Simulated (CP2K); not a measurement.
# Energy of AgBr along an even scaling of the cell

System: AgBr (Fm-3m, 2 atoms in the cell).
Method: Kohn-Sham DFT of a periodic cell, PBE, GTH-PBE with UZH-TZVP basis, no spin polarisation (CP2K 2026.2).

The 6 runs differ only in the geometry, by an even scaling of the cell at fixed fractional positions. The structure derives from an entry of the Crystallography Open Database.

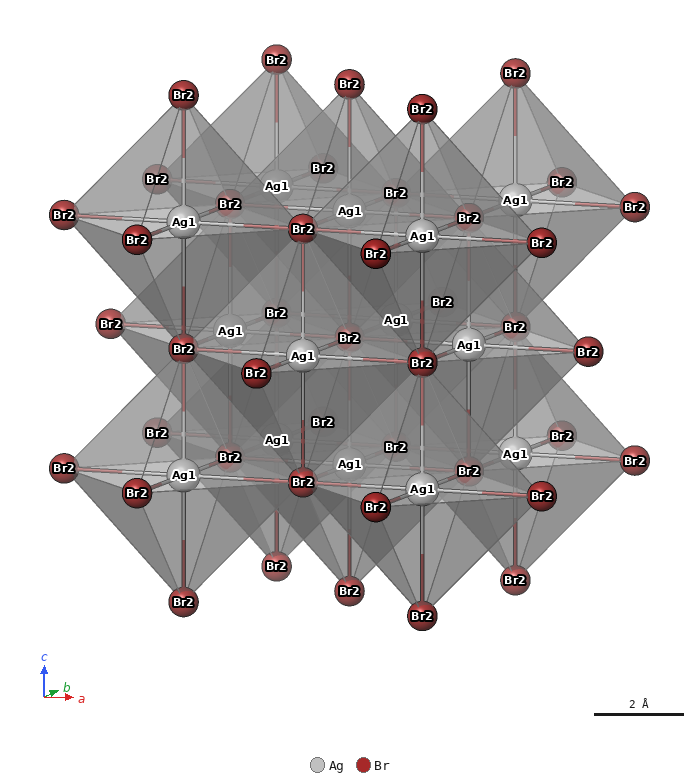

Figure 1. The structure of run 4 (polyhedral view of the cell 4 times as large as that of the calculation, set on its symmetry axes, seen slightly off an axis; polyhedra are completed across the faces of the cell; atoms are numbered from 1 in the order of the input).

**Input of run 4**
```
&GLOBAL
  PROJECT agbr_eos
  RUN_TYPE ENERGY_FORCE
  PRINT_LEVEL LOW
&END GLOBAL
&FORCE_EVAL
  METHOD QS
  STRESS_TENSOR ANALYTICAL
  &DFT
    BASIS_SET_FILE_NAME BASIS_MOLOPT_UZH
    POTENTIAL_FILE_NAME POTENTIAL_UZH
    WFN_RESTART_FILE_NAME previous-RESTART.kp
    &MGRID
      CUTOFF 450
      REL_CUTOFF 60
      NGRIDS 5
    &END MGRID
    &QS
      METHOD GPW
      EPS_DEFAULT 1.0E-10
    &END QS
    &KPOINTS
      SCHEME MONKHORST-PACK 8 8 8
      GAMMA_CENTERED T
      SYMMETRY T
      SYMMETRY_BACKEND SPGLIB
    &END KPOINTS
    &SCF
      SCF_GUESS RESTART
      EPS_SCF 1.0E-6
      MAX_SCF 100
      ADDED_MOS 13
      CHOLESKY OFF
      EPS_EIGVAL 1.0E-7
      &DIAGONALIZATION ON
        ALGORITHM STANDARD
      &END DIAGONALIZATION
      &MIXING ON
        METHOD BROYDEN_MIXING
        ALPHA 0.4
        BETA 1.5
        NBUFFER 8
      &END MIXING
      &SMEAR ON
        METHOD FERMI_DIRAC
        ELECTRONIC_TEMPERATURE 580.23
      &END SMEAR
    &END SCF
    &XC
      &XC_FUNCTIONAL PBE
      &END XC_FUNCTIONAL
    &END XC
    &PRINT
      &KPOINTS ON
      &END KPOINTS
      &MULLIKEN ON
      &END MULLIKEN
      &MO ON
        ENERGIES T
        OCCUPATION_NUMBERS T
        &EACH
          QS_SCF 0
        &END EACH
        ADD_LAST NUMERIC
      &END MO
    &END PRINT
  &END DFT
  &SUBSYS
    &CELL
      A 4.0858866676 0.0000000000 0.0000000000
      B 2.0429433338 3.5384816511 0.0000000000
      C 2.0429433338 1.1794938837 3.3361124942
      PERIODIC XYZ
    &END CELL
    &COORD
      SCALED
      Ag  0.0000000000 0.0000000000 0.0000000000
      Br  0.5000000000 0.5000000000 0.5000000000
    &END COORD
    &KIND Ag
      BASIS_SET TZVP-MOLOPT-PBE-GTH-q11
      POTENTIAL GTH-PBE-q11
    &END KIND
    &KIND Br
      BASIS_SET TZVP-MOLOPT-PBE-GTH-q7
      POTENTIAL GTH-PBE-q7
    &END KIND
    &PRINT
      &ATOMIC_COORDINATES ON
      &END ATOMIC_COORDINATES
      &CELL ON
      &END CELL
      &SYMMETRY ON
      &END SYMMETRY
    &END PRINT
  &END SUBSYS
  &PRINT
    &FORCES ON
    &END FORCES
    &STRESS_TENSOR ON
    &END STRESS_TENSOR
  &END PRINT
&END FORCE_EVAL
```

Command:
```bash
OMP_NUM_THREADS=1 cp2k.psmp -i agbr_eos.inp -o agbr_eos.out
```

Lattice vectors (Å) and fractional positions of run 4:
```
   4.085887    0.000000    0.000000
   2.042943    3.538482    0.000000
   2.042943    1.179494    3.336112
Ag  0.000000  0.000000  0.000000
Br  0.500000  0.500000  0.500000
```

Run 2 differs from it as follows:
```diff
-      A 4.0858866676 0.0000000000 0.0000000000
-      B 2.0429433338 3.5384816511 0.0000000000
-      C 2.0429433338 1.1794938837 3.3361124942
+      A 4.0041469116 0.0000000000 0.0000000000
+      B 2.0020734558 3.4676929459 0.0000000000
+      C 2.0020734558 1.1558976487 3.2693722628
```

**Results, with one run withheld**

| run | volume per atom (Å³) | free energy per atom, from the lowest run given (meV) | pressure (GPa) | gap on the mesh (eV) |
| --- | --- | --- | --- | --- |
| 1 | 22.225 | 47.45 | 6.21 | 0.62 |
| 2 | 22.698 | ? | ? | ? |
| 3 | 23.171 | 18.86 | 3.58 | 0.62 |
| 4 | 24.116 | 4.04 | 1.52 | 0.63 |
| 5 | 24.589 | 0.83 | 0.67 | 0.64 |
| 6 | 25.062 | 0.00 | −0.09 | 0.65 |

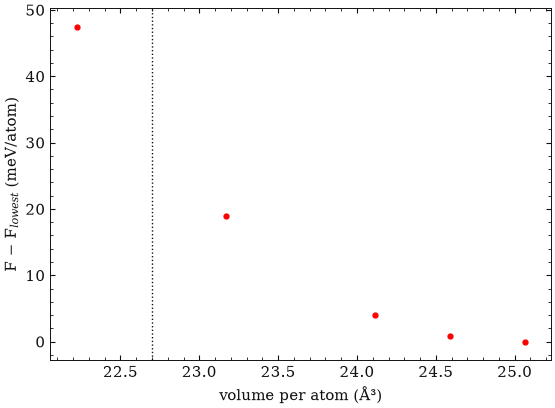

Figure 2. Free energy per atom of the runs given; the dotted line marks run 2.

Fit the runs given and predict run 2.

A cubic polynomial in V^(−2/3) (the Birch–Murnaghan form), fitted to the 5 runs given, misses them by under 0.01 meV per atom. With x = V^(−2/3) − 0.12087 Å⁻², it reads F = 7.7058 + 3990.3 x + 5.2701e+05 x² + 2.9694e+06 x³ (meV per atom). At run 2 it gives 31.22 meV per atom, and the run itself gives 31.21. The slope of the fit gives a pressure −dF/dV of 4.82 GPa there, and the run prints 4.82 GPa. The fit has its minimum at 25.002 Å³ per atom, where V d²F/dV² gives 38.3 GPa: the bulk modulus at this level, since symmetry fixes the shape and the positions.

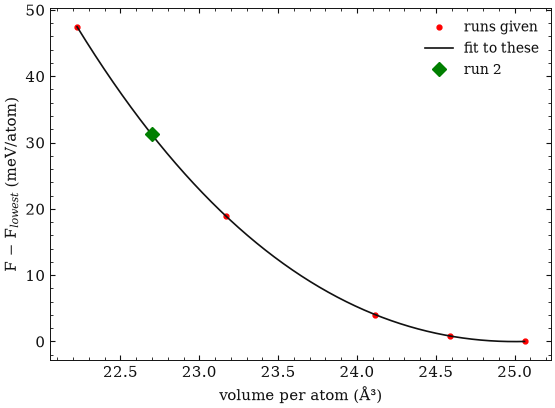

Figure 3. The fit and the withheld run.

**Some lines of the output (run 2)**
```
[...]
 CELL| Volume [angstrom^3]:                                            45.395731
 CELL_REF| Volume [angstrom^3]:                                        45.395731
                        Smear method:                                FERMI_DIRAC
  Step     Update method      Time    Convergence         Total energy    Change
  Fermi energy:                                                 0.17513637363772
  Total energy:                                               -50.56701705650952
  Total energy (extrapolated to T->0):                        -50.56701657983395
 MO| E(Fermi):            0.175136 a.u.          4.765703 eV
 MO| Band gap:            0.152067 a.u.          4.137960 eV
 MO| Band gap:            0.152266 a.u.          4.143381 eV
```
